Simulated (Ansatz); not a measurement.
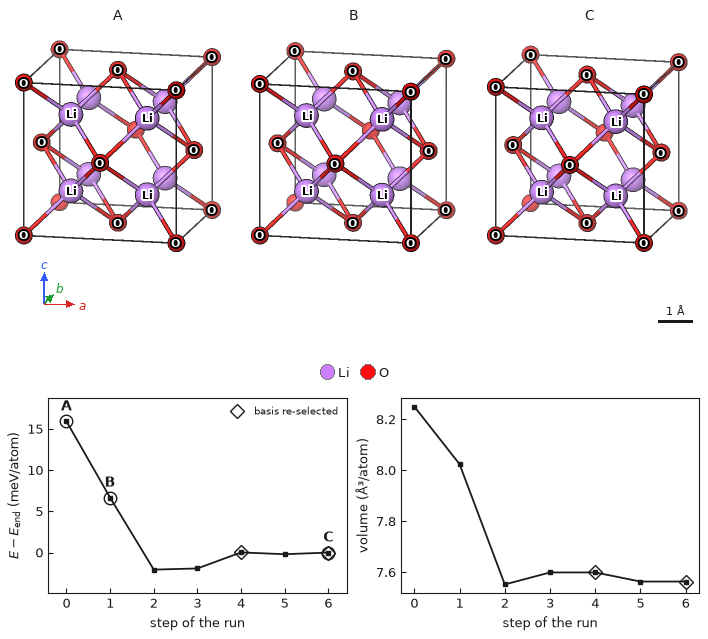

Frames of a relaxation of solid Li2O (built on the measured structure type), marked on the history of the run. The picture is a ball-and-stick view of the conventional cell (4 times the calculation's cell), seen slightly off an axis. Lengths and directions refer to the drawn axes.

Theory: DFT, LDA, plane waves, PAW in Ansatz 0.2.0. (plane-wave cutoff 420 eV; k-point mesh 8 × 8 × 8; occupations fermi dirac; smearing width 0.02 eV; no spin polarisation; cell and atoms relaxed; force threshold 0.005 eV/Å)

**What happens along the run?**

The energy falls by 15.9 meV per atom in 4 accepted moves (6 points after the start). All forces vanish by symmetry, so only the cell relaxes. Pressure: −6.89 GPa at the start and −0.02 GPa at the end. At 2 points the geometry stayed and the basis and grid were re-selected for the new cell (energy shift of 1.9 meV per atom at most each time). The atoms keep their places relative to the cell (all moves are under 0.005 Å). Cell: a = b = c 4.626 → 4.494 Å (−2.9 %). Volume −8.3 %. Some distances before and after: Li–Li 2.313 → 2.247 Å, Li–O 2.003 → 1.946 Å. The space group stays Fm-3m (No. 225). From step 0 to 1: volume −2.7 %, energy −9.2 meV per atom. From step 1 to 6: volume −5.7 %, energy −6.7 meV per atom.
